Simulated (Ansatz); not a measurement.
## Single-point calculation of PtS2 (part 2 of 3)

The same run, continued: PtS2 (P-3m1, 6 atoms in the cell); DFT LDA+U+J, spin-orbit coupling, plane waves, PAW, U = 5 eV, J = 0.9 eV on Pt atom 1 d; U = 5 eV, J = 0.9 eV on Pt atom 4 d (Ansatz 0.2.0); cutoff 420 eV, 6×6×2 k-mesh, Gaussian smearing of 0.05 eV. The structure derives from an entry of the Crystallography Open Database. It belongs to a series of runs on one base structure; here: canted directions held.

Geometry of the input (Å; fractional positions):
```
3.5432  0.0000  0.0000
-1.7716  3.0685  0.0000
0.0000  0.0000  10.0776
Pt 0.0000  0.0000  0.0000
S  0.3333  0.6667  0.1250
S  0.6667  0.3333  0.3750
Pt 0.0000  0.0000  0.5000
S  0.3333  0.6667  0.6250
S  0.6667  0.3333  0.8750
```

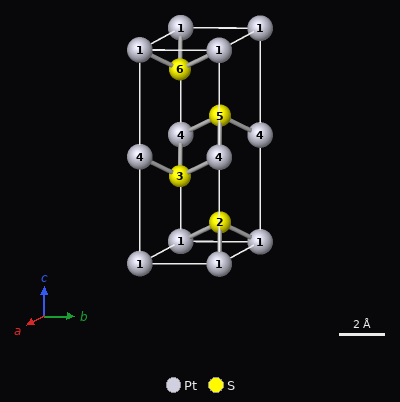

The structure (ball-and-stick view of the cell of the calculation, seen at an oblique angle; atoms are numbered from 1 in the order of the input).

What the program printed, continued:
```
SCF iter   1: F=-28002.698072 eV  HF=-28024.604677 eV  |F-HF|=2.19e1  |Δ(HF+E_count)|=         —  Δρ=1.16e-1  dr2=2.50e1  dr2_m=6.18e0  ethr=3.10e-3  |M|=3.02e0 ∫|m|=4.41e0 μB  |m|>n=0.0e0 m-floor=0.0e0 τ_xc=9.2e-18  β_m=0.30  ⟨swp⟩=7.1  Hψ=13084  notcnv=0  defer=36
preconditioner: auto → Kerker (q_TF=auto, 2.468 Å⁻¹)  [metal: Δε(μ)=0.006 eV  Ē_g=9.174 eV  σ=0.050 eV  W_gap=0.07  n_scr=36 (ndim 8)  ℏωp=23.5 eV  f_vac=0.002  D(μ)=5.51/eV (n_scr^D=50)]
spin=Noncollinear: Kerker preconditioning applied to the charge; magnetization (m_x, m_y, m_z) channels mix plain (no charge-response kernel on spin).
SCF iter   2: F=-28020.323443 eV  HF=-28021.584858 eV  |F-HF|=1.26e0  |Δ(HF+E_count)|=    3.02e0  Δρ=1.04e-1  dr2=2.82e0  dr2_m=5.36e0  ethr=3.10e-3  |M|=1.41e0 ∫|m|=3.05e0 μB  |m|>n=0.0e0 m-floor=0.0e0 τ_xc=4.6e-18  β_m=0.51  ⟨swp⟩=2.9  Hψ=5673  notcnv=0  defer=190
SCF iter   3: F=-28022.714226 eV  HF=-28022.527173 eV  |F-HF|=1.87e-1  |Δ(HF+E_count)|=   9.42e-1  Δρ=4.34e-2  dr2=8.95e-2  dr2_m=9.09e-1  ethr=3.10e-3  |M|=5.04e-1 ∫|m|=2.38e0 μB  |m|>n=0.0e0 m-floor=0.0e0 τ_xc=2.1e-18  β_m=0.65  ⟨swp⟩=3.0  Hψ=4523  notcnv=0  defer=170
SCF iter   4: F=-28022.744086 eV  HF=-28022.754730 eV  |F-HF|=1.06e-2  |Δ(HF+E_count)|=   2.28e-1  Δρ=3.33e-3  dr2=1.59e-2  dr2_m=2.27e-3  ethr=1.49e-4  |M|=3.77e-1 ∫|m|=2.17e0 μB  |m|>n=0.0e0 m-floor=0.0e0 τ_xc=1.7e-18  β_m=0.66  ⟨swp⟩=2.2  Hψ=5640  notcnv=0  defer=162
SCF iter   5: F=-28022.752656 eV  HF=-28022.753463 eV  |F-HF|=8.07e-4  |Δ(HF+E_count)|=   1.27e-3  Δρ=1.25e-3  dr2=2.22e-3  dr2_m=2.45e-4  ethr=2.64e-5  |M|=3.72e-1 ∫|m|=2.16e0 μB  |m|>n=0.0e0 m-floor=0.0e0 τ_xc=1.6e-18  β_m=0.79  ⟨swp⟩=2.7  Hψ=4866  notcnv=0  defer=158
SCF iter   6: F=-28022.753054 eV  HF=-28022.753352 eV  |F-HF|=2.98e-4  |Δ(HF+E_count)|=   1.10e-4  Δρ=4.95e-4  dr2=5.49e-4  dr2_m=1.98e-5  ethr=3.71e-6  |M|=3.73e-1 ∫|m|=2.15e0 μB  |m|>n=0.0e0 m-floor=0.0e0 τ_xc=1.6e-18  β_m=0.84  ⟨swp⟩=2.2  Hψ=4899  notcnv=0  defer=158
SCF iter   7: F=-28022.753241 eV  HF=-28022.753288 eV  |F-HF|=4.71e-5  |Δ(HF+E_count)|=   6.43e-5  Δρ=1.69e-4  dr2=7.93e-5  dr2_m=3.60e-6  ethr=9.14e-7  |M|=3.76e-1 ∫|m|=2.15e0 μB  |m|>n=0.0e0 m-floor=0.0e0 τ_xc=1.6e-18  β_m=0.92  ⟨swp⟩=2.1  Hψ=4078  notcnv=0  defer=158
SCF iter   8: F=-28022.753283 eV  HF=-28022.753285 eV  |F-HF|=1.59e-6  |Δ(HF+E_count)|=   3.16e-6  Δρ=3.21e-5  dr2=2.83e-6  dr2_m=2.58e-7  ethr=1.32e-7  |M|=3.76e-1 ∫|m|=2.15e0 μB  |m|>n=0.0e0 m-floor=0.0e0 τ_xc=1.6e-18  β_m=0.96  ⟨swp⟩=2.3  Hψ=3752  notcnv=0  defer=158
SCF iter   9: F=-28022.753282 eV  HF=-28022.753282 eV  |F-HF|=1.87e-7  |Δ(HF+E_count)|=   2.86e-6  Δρ=1.37e-5  dr2=3.08e-7  dr2_m=6.88e-8  ethr=4.72e-9  |M|=3.76e-1 ∫|m|=2.15e0 μB  |m|>n=0.0e0 m-floor=0.0e0 τ_xc=1.6e-18  β_m=0.96  ⟨swp⟩=2.1  Hψ=3945  notcnv=0  defer=158
Mixer restart at iter 9: flushing history
SCF iter  10: F=-28031.842712 eV  HF=-28022.755226 eV  |F-HF|=9.09e0  |Δ(HF+E_count)|=         —  Δρ=6.28e-5  dr2=9.92e-6  dr2_m=5.80e-7  ethr=5.13e-10  |M|=3.76e-1 ∫|m|=2.15e0 μB  |m|>n=0.0e0 m-floor=0.0e0 τ_xc=1.6e-18  β_m=0.96  ⟨swp⟩=3.4  Hψ=6737  notcnv=0  defer=158
SCF iter  11: F=-28032.604642 eV  HF=-28032.870099 eV  |F-HF|=2.65e-1  |Δ(HF+E_count)|=    1.01e1  Δρ=2.03e-2  dr2=6.94e-1  dr2_m=2.09e-1  ethr=5.13e-10  |M|=2.71e-2 ∫|m|=1.00e0 μB  |m|>n=0.0e0 m-floor=0.0e0 τ_xc=4.2e-19  β_m=0.17  ⟨swp⟩=6.7  Hψ=13218  notcnv=0  defer=158
SCF iter  12: F=-28032.827253 eV  HF=-28032.913450 eV  |F-HF|=8.62e-2  |Δ(HF+E_count)|=   4.34e-2  Δρ=1.83e-2  dr2=3.95e-1  dr2_m=1.68e-1  ethr=5.13e-10  |M|=1.49e-2 ∫|m|=9.21e-1 μB  |m|>n=0.0e0 m-floor=0.0e0 τ_xc=3.8e-19  β_m=0.28  ⟨swp⟩=5.0  Hψ=11968  notcnv=0  defer=159
SCF iter  13: F=-28033.026857 eV  HF=-28032.982453 eV  |F-HF|=4.44e-2  |Δ(HF+E_count)|=   6.90e-2  Δρ=1.30e-2  dr2=1.60e-1  dr2_m=8.46e-2  ethr=5.13e-10  |M|=6.51e-3 ∫|m|=7.53e-1 μB  |m|>n=0.0e0 m-floor=0.0e0 τ_xc=2.7e-19  β_m=0.55  ⟨swp⟩=6.0  Hψ=12705  notcnv=0  defer=159
SCF iter  14: F=-28033.194302 eV  HF=-28033.162164 eV  |F-HF|=3.21e-2  |Δ(HF+E_count)|=   1.80e-1  Δρ=5.99e-3  dr2=4.34e-3  dr2_m=1.80e-2  ethr=5.13e-10  |M|=2.08e-3 ∫|m|=3.71e-1 μB  |m|>n=0.0e0 m-floor=0.0e0 τ_xc=7.0e-20  β_m=0.98  ⟨swp⟩=6.0  Hψ=13555  notcnv=0  defer=159
SCF iter  15: F=-28033.216486 eV  HF=-28033.216378 eV  |F-HF|=1.08e-4  |Δ(HF+E_count)|=   5.42e-2  Δρ=3.56e-4  dr2=5.51e-5  dr2_m=6.98e-5  ethr=5.13e-10  |M|=1.76e-3 ∫|m|=1.42e-2 μB  |m|>n=0.0e0 m-floor=0.0e0 τ_xc=3.8e-22  β_m=0.99  ⟨swp⟩=5.0  Hψ=12155  notcnv=0  defer=160
SCF iter  16: F=-28033.216549 eV  HF=-28033.216536 eV  |F-HF|=1.22e-5  |Δ(HF+E_count)|=   1.59e-4  Δρ=1.14e-4  dr2=3.56e-6  dr2_m=7.58e-6  ethr=5.13e-10  |M|=6.51e-4 ∫|m|=6.16e-3 μB  |m|>n=0.0e0 m-floor=0.0e0 τ_xc=6.5e-23  β_m=0.99  ⟨swp⟩=3.0  Hψ=7209  notcnv=0  defer=160
SCF iter  17: F=-28033.216557 eV  HF=-28033.216557 eV  |F-HF|=2.92e-8  |Δ(HF+E_count)|=   2.03e-5  Δρ=3.26e-5  dr2=6.35e-7  dr2_m=4.32e-7  ethr=5.13e-10  |M|=1.14e-4 ∫|m|=8.78e-4 μB  |m|>n=0.0e0 m-floor=0.0e0 τ_xc=1.6e-24  β_m=1.00  ⟨swp⟩=3.1  Hψ=6269  notcnv=0  defer=160
SCF iter  18: F=-28033.216557 eV  HF=-28033.216557 eV  |F-HF|=7.45e-8  |Δ(HF+E_count)|=   7.97e-8  Δρ=9.16e-6  dr2=1.58e-7  dr2_m=3.18e-8  ethr=5.13e-10  |M|=1.41e-5 ∫|m|=1.93e-4 μB  |m|>n=0.0e0 m-floor=0.0e0 τ_xc=7.8e-26  β_m=0.99  ⟨swp⟩=2.0  Hψ=4613  notcnv=0  defer=160
iter 19 did not close the SCF: its close was put off for a magnetic moment that had not settled (scf_convergence_deferred on its scf_iter line)
SCF iter  19: F=-28033.216557 eV  HF=-28033.216557 eV  |F-HF|=5.64e-8  |Δ(HF+E_count)|=   2.05e-8  Δρ=2.90e-6  dr2=6.81e-8  dr2_m=7.34e-10  ethr=1.67e-10  |M|=3.79e-6 ∫|m|=3.30e-5 μB  |m|>n=0.0e0 m-floor=0.0e0 τ_xc=2.0e-27  β_m=0.99  ⟨swp⟩=14.4  Hψ=18439  notcnv=0
iter 20 did not close the SCF: its close was put off for a magnetic moment that had not settled (scf_convergence_deferred on its scf_iter line)
SCF iter  20: F=-28033.216557 eV  HF=-28033.216557 eV  |F-HF|=1.41e-8  |Δ(HF+E_count)|=   6.06e-9  Δρ=1.93e-6  dr2=1.68e-8  dr2_m=3.52e-10  ethr=1.14e-10  |M|=1.93e-6 ∫|m|=2.48e-5 μB  |m|>n=0.0e0 m-floor=0.0e0 τ_xc=9.9e-28  β_m=0.94  ⟨swp⟩=5.9  Hψ=15171  notcnv=0
iter 21 did not close the SCF: its close was put off for a magnetic moment that had not settled (scf_convergence_deferred on its scf_iter line)
SCF iter  21: F=-28033.216557 eV  HF=-28033.216557 eV  |F-HF|=4.01e-9  |Δ(HF+E_count)|=   2.84e-9  Δρ=7.43e-7  dr2=4.53e-9  dr2_m=7.64e-11  ethr=2.79e-11  |M|=6.76e-7 ∫|m|=1.39e-5 μB  |m|>n=0.0e0 m-floor=0.0e0 τ_xc=3.8e-28  β_m=0.97  ⟨swp⟩=5.1  Hψ=14801  notcnv=0
SCF iter  22: F=-28033.216557 eV  HF=-28033.216557 eV  |F-HF|=5.38e-10  |Δ(HF+E_count)|=  4.22e-10  Δρ=4.61e-7  dr2=7.86e-10  dr2_m=3.98e-11  ethr=7.55e-12  |M|=1.43e-7 ∫|m|=6.25e-6 μB  |m|>n=0.0e0 m-floor=0.0e0 τ_xc=7.2e-29  ⟨swp⟩=5.0  Hψ=13690  notcnv=0
WARN: the starting moments were not kept: the SCF closed with an absolute magnetisation of 6.2e-6 μB, where they sum to 8 μB in size (2 sites). That is at most 0.1 of that sum. Measured as dr2_m measures the in/out step, that magnetisation stands 4.7e-12 eV from none, at or under the dr2_threshold of 1.0e-7 eV: it is no larger than a step whose dr2_m would equal this threshold. The system may hold no moment; this SCF shows only that its start led to no more than that. To try another start: raise the starting moments (crystal.atoms[].spin, magnetization.per_species, magnetization.initial_magnetization, or on a non-collinear deck that types none of these the spinor_matrix: blocks that start its atoms; where the total moment is fixed, keep their sum and leave initial_magnetization as it is; typed ones take the place of any that the run laid by itself, positive ones on a crystal's lanthanoids without a Hubbard term where scf.initial_density.shell_occupations: [] is typed) or, if the notice of its spin-set hold's release reads "site moments contracting" or "site moments show no strong build", lengthen the hold (scf.mixing.spin_hold: { on: { confirm: 4 } }; for m-r²SCAN on two components see the key's manual first). Each may lead to a state that holds a moment.
WARN: hamiltonian.hubbard: on 2 of 2 specified blocks the occupation matrix of this SCF's result fails the test of the specified filling. At site 0 (sites count from 0 in the list of atoms of the cell that this SCF solves) the least filled combination of the orbitals specified full has occupation 0.694, and the fullest combination of the orbitals specified empty has occupation 0.981; the filling counts as kept where the first is at least 0.75 and exceeds the second by more than 0.25. The same holds at site 3. The state of this SCF's result may not hold the specified filling, though these bounds can also misjudge a state that does. This warning does not say which state is lower in energy, or whether the specified filling is a self-consistent state at all; see hamiltonian.hubbard.sites[].starting_ns, Limitations, and scf.initial_density.shell_occupations in the input reference
SCF 1 converged in 22 iterations: F = -28033.216557 eV  dr2 = 7.86e-10
  greatest PAW one-centre occupation: 1.000 electrons in one spin orbital (limit 2), on the Pt atom at site 3 (counted from 0), in its partial waves of l = 0
SCF converged after 22 iterations
Stability not checked: this state was not tested for a lower state beside it, because a magnetisation constraint still acts at the end of the SCF (magnetization_constraint; see scf.lower_state_search)
Magnetization: |M| = 0.0000 μB,  M = (+0.0000, -0.0000, +0.0000) μB
Absolute magnetization: 0.0000 μB (∫|m|, with the PAW one-centre terms)
  site 0: m = (-0.0000, +0.0000, +0.0000) μB, |m| = 0.0000 μB  (R = 0.99 Å)
  site 1: m = (+0.0000, -0.0000, -0.0000) μB, |m| = 0.0000 μB  (R = 0.99 Å)
  site 2: m = (-0.0000, -0.0000, -0.0000) μB, |m| = 0.0000 μB  (R = 0.99 Å)
  site 3: m = (+0.0000, +0.0000, -0.0000) μB, |m| = 0.0000 μB  (R = 0.99 Å)
  site 4: m = (-0.0000, -0.0000, -0.0000) μB, |m| = 0.0000 μB  (R = 0.99 Å)
  site 5: m = (+0.0000, -0.0000, -0.0000) μB, |m| = 0.0000 μB  (R = 0.99 Å)
--- Magnetisation constraints (ε_frz = 1.0e-4 eV) ---
  site  kind           target                            achieved (μB)             |Δ|max (μB)  g (eV/μB)                   λ_eff  esc  ok   flags
  0     per_site_axis  ê (+0.000, +0.000, +1.000) ≥0.00  (-0.000, +0.000, +0.000)  2.96e-7      (-5.9e-7, +5.1e-8, +0.0e0)  1.000  0    yes
  3     per_site_axis  ê (+1.000, +0.000, +0.000) ≥0.00  (+0.000, +0.000, -0.000)  1.58e-7      (+0.0e0, +8.9e-8, -3.2e-7)  1.000  0    yes
Free energy (F): -28033.216557 eV
Harris-Foulkes:  -28033.216557 eV  (|F-HF|=5.38e-10)
Internal energy: -28033.216556 eV  (E = F + TS)
E sigma→0 (E₀):  -28033.216556 eV
Entropy (-TS):   -0.000001 eV (-0.000 meV/atom)
Fermi energy:    10.952217 eV
--- Per-component energies (eV) ---
  E_band       = -671.978670
  E_kinetic    = 1702.544384
  E_local      = -6027.333257  (includes V_loc(G=0)·N_el)
  E_nonlocal   = 507.203362
  E_hartree    = 2365.432685
  E_xc         = -905.293635
  E_vxc        = -955.949936  (∫ρ·V_xc dr)
  E_hubbard    = 3.890474  (on-site DFT+U / exact-exchange correction)
  E_vhub       = -27.729165  (the Hubbard potential's part of the band-sum identity)
  E_paw        = -20679.907753  (= ΣΔE_a)
  E_vpaw       = -601.578758  (= ΣTr[D̂ρ^β])
  E_aug_tail   = 0.000284  (compensation charges beyond the density's cutoff)
  E_constr_dc  = 0.000000  (∫m·b dr)
  E_ewald      = -5001.311871
  E_core_change = 1.558771  (= ΣΔE_core)
  E_smearing   = -0.000001  (= −TS)
  E_closure    = -0.000000  (closes the sum)
  E_penalty    = 0.000000  (constraint; not in F)
  Σ components = -28033.216557   (vs F -28033.216557, Δ=0.00e0)
--- DFT+U+J on-site energies (Liechtenstein; fll double counting; per corrected site; eV) ---
  site 0 (l=d): U=5.0000  J=0.9000  Tr N=8.6610  E_int=154.844877  E_dc=152.899639  E_U=1.945238
  site 3 (l=d): U=5.0000  J=0.9000  Tr N=8.6610  E_int=154.844965  E_dc=152.899729  E_U=1.945236
--- Hubbard shell moments (per corrected site; Tr N, ν in electrons; μ in μ_B) ---
  shell 0: Tr N=8.6610  μ_S=(-0.0000, +0.0000, +0.0000)  μ_L=(-0.0000, -0.0000, +0.0000)  μ=(-0.0000, -0.0000, +0.0000)  ν=0.1140 along (+0.000, -0.000, +1.000)
  shell 1: Tr N=8.6610  μ_S=(+0.0000, +0.0000, -0.0000)  μ_L=(+0.0000, +0.0000, -0.0000)  μ=(+0.0000, +0.0000, -0.0000)  ν=0.1140 along (-0.000, +0.000, -1.000)
--- Specified on-site occupations, and those of the state reported ---
  electrons in the specified blocks: 11.8000 specified, 17.3220 found
  site 3 (l=d): largest change of an orbital's occupation 0.9624; electrons 5.9000 specified, 8.6610 found; spectral distance 1.3401
  site 0 (l=d): largest change of an orbital's occupation 0.9617; electrons 5.9000 specified, 8.6610 found; spectral distance 1.3401
--- Forces (eV/Å), atoms counted from 1 ---
  atom   1  Pt     0.00000000     0.00000000     0.00000000
  atom   2  S     -0.00000020     0.00000017    -0.53367959
  atom   3  S      0.00000020    -0.00000015     0.53367174
  atom   4  Pt     0.00000000     0.00000000     0.00000000
  atom   5  S     -0.00000020     0.00000015    -0.53367174
  atom   6  S      0.00000020    -0.00000017     0.53367959
  max |Σ_I F_I| component: 0.00e0 eV/Å
--- Stress (GPa, compression-positive) ---
       -4.287907       0.000007      -0.000000
        0.000007      -4.287906       0.000004
       -0.000000       0.000004      -5.946138
  P = ⅓ Tr σ = -4.8407 GPa (-48.407 kbar)
--- Band table (eV; the first three rows and the last of 40) ---
  k-point 0: bands = ["-88.0779", "-88.0779", "-88.0778", "-88.0778", "-53.4698", "-53.4698", "-53.4698", "-53.4698", "-38.3564", "-38.3564", "-38.3564", "-38.3563", "-38.3186", "-38.3186", "-38.3185", "-38.3185", "-4.4353", "-4.4353", "-3.9492", "-3.9492", "-2.5838", "-2.5838", "-1.5797", "-1.5797", "2.8763", "2.8763", "3.2020", "3.2020", "3.2267", "3.2267", "3.7162", "3.7162", "4.0995", "4.0995", "4.3474", "4.3474", "5.3340", "5.3340", "5.5213", "5.5213", "5.9238", "5.9238", "5.9604", "5.9605", "7.8413", "7.8414", "7.8472", "7.8472", "9.1771", "9.1771", "9.2660", "9.2660", "9.4656", "9.4656", "9.5597", "9.5597", "9.8043", "9.8043", "10.8245", "10.8245", "12.3139", "12.3139", "12.5674", "12.5674", "13.0155", "13.0155", "13.2567", "13.2567", "15.0930", "15.0930", "15.8449", "15.8449"]
  k-point 1: bands = ["-88.0778", "-88.0778", "-88.0778", "-88.0778", "-53.4698", "-53.4698", "-53.4698", "-53.4698", "-38.3564", "-38.3564", "-38.3564", "-38.3564", "-38.3186", "-38.3186", "-38.3186", "-38.3185", "-4.2376", "-4.2376", "-4.2376", "-4.2376", "-2.0603", "-2.0603", "-2.0603", "-2.0603", "3.2143", "3.2143", "3.2143", "3.2143", "3.3599", "3.3599", "3.3599", "3.3600", "4.1757", "4.1757", "4.1758", "4.1758", "5.3906", "5.3906", "5.3907", "5.3907", "5.9419", "5.9419", "5.9419", "5.9419", "7.8457", "7.8457", "7.8457", "7.8457", "9.3985", "9.3985", "9.3985", "9.3985", "9.6216", "9.6216", "9.6216", "9.6216", "9.9918", "9.9918", "9.9918", "9.9918", "12.6658", "12.6658", "12.6659", "12.6659", "12.9015", "12.9015", "12.9015", "12.9015", "15.4829", "15.4829", "15.4829", "15.4829"]
```
